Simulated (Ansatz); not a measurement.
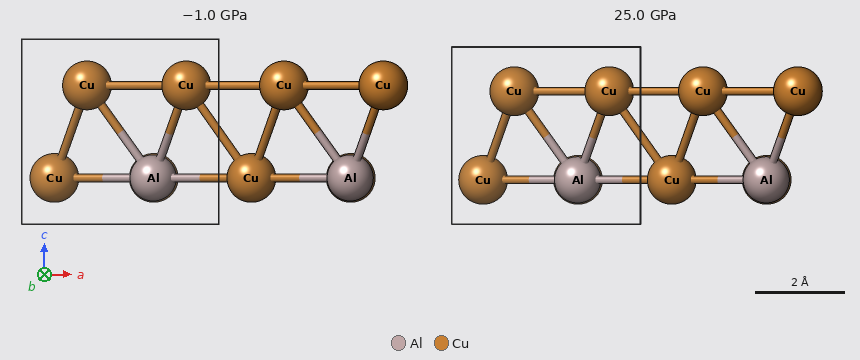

A crystal of AlCu3 (set up in P6_3/mmc), relaxed (cell and atoms) at several target pressures. The picture shows the first and the last member. A ball-and-stick model of the cell of the calculation, repeated 2 × 1 × 1 with one cell outlined, seen along the b axis.

Computed with Ansatz 0.2.0: DFT PBEsol, scalar-relativistic, plane waves, PAW. Settings: plane-wave cutoff 420 eV; k-point mesh 12 × 12 × 8; occupations gaussian; smearing width 0.1 eV; no spin polarisation; cell and atoms relaxed; force threshold 0.008 eV/Å.

```
pressure (GPa)  volume (Å³/atom)  a (Å)  c (Å)
          −1.0            12.036  5.152  4.188
           0.0            11.955  5.141  4.179
           1.0                 ?      ?      ?
           4.0            11.660  5.098  4.144
          12.0            11.180  5.027  4.087
          25.0            10.574  4.934  4.012
```

Question: One row is withheld. What does the calculation give there?

Answer: Murnaghan's form V = V₀(1 + B′P/B₀)^(−1/B′), with V₀ = 11.955 Å³ from the row at zero pressure, fits the other rows with B₀ = 153 GPa and B′ = 4.47 (largest miss 0.003 Å³). At 1.0 GPa it gives 11.955 × (1 + 4.47 × 1.0/153)^(−1/4.47) = 11.878 Å³ per atom. The calculation gives 11.879 Å³/atom (a = 5.130 Å, c = 4.170 Å). The estimate is 0.001 Å³/atom too low. From the first member to the last: Cu–Cu 2.598 → 2.482 Å, Al–Cu 2.576 → 2.466 Å, Cu–Cu 2.561 → 2.455 Å.

The whole series:

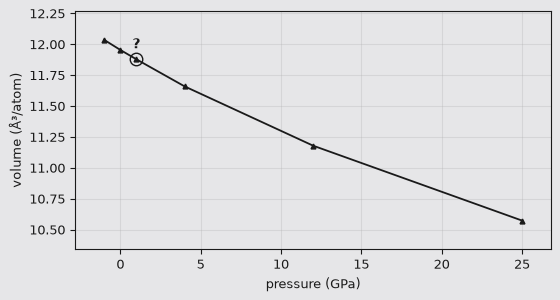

Each member starts from this one structure; whether another phase lies lower wasn't checked.
